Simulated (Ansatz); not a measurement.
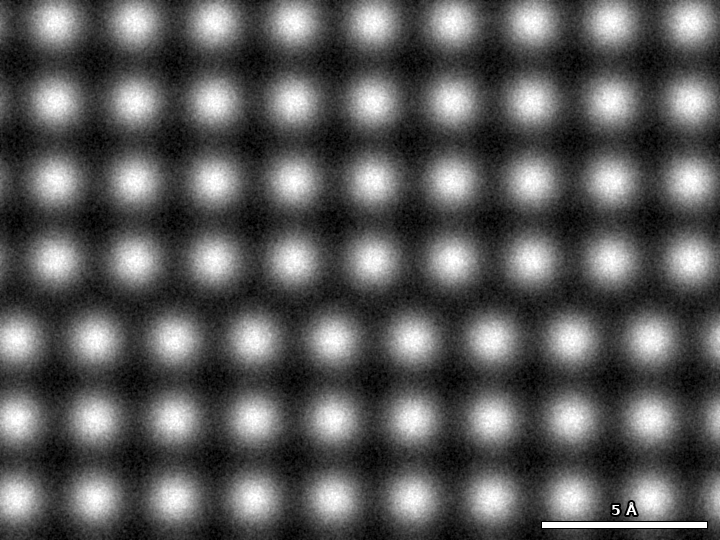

Integrated-DPC-like image of V (Pm-3m, No. 221) along [001]. Simulated as the projected potential of neutral atoms (B = 0.5 Å²) blurred by a 0.93 Å probe, the thin-sample limit of integrated differential phase contrast. The display is stretched by a gamma of 0.8; percentages refer to the linear signal. Shot noise was added.

One planar defect was built into the perfect crystal by geometry alone, without relaxation. Host structure: the input geometry of an electronic-structure calculation (not necessarily at equilibrium); the starting structure was generated, so it need not be a known form of this composition.

Q: Find the planar defect and say what kind it is.

A planar fault (a stacking fault) runs horizontally about 9 Å below the top edge. The part above it is shifted along the boundary by 1/2 of the 2.42 Å repeat of the rows (1.2 Å to the right, the same as to the left); both parts keep the same orientation.
